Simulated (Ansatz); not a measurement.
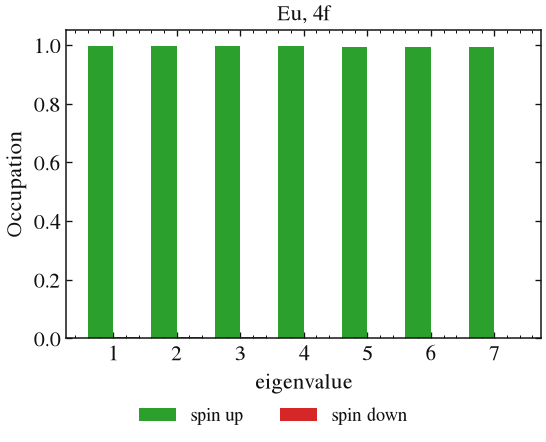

Write a caption with the findings.

Eigenvalues of the local occupation matrix of the f shell (Löwdin-orthogonalised atomic projectors). System: EuS, space group Fm-3m, 2 atoms in the cell, rocksalt type. Computed with Ansatz 0.2.0: DFT r2SCAN+U, scalar-relativistic, plane waves, PAW, Ueff = 4 eV on Eu f, spin-polarised, 6×6×6 k mesh, Gaussian smearing of 0.05 eV.

Counting eigenvalues over 0.6 as filled, Eu has 7 filled f states (f⁷), 7 up and 0 down; the eigenvalues sum to 7.0.

Start of the run: ferromagnetic start, free, natural orbitals of the symmetric run filled by rank. Such runs often end in metastable states, so this need not be the lowest one. Spin-orbit coupling is left out, which matters for Eu.
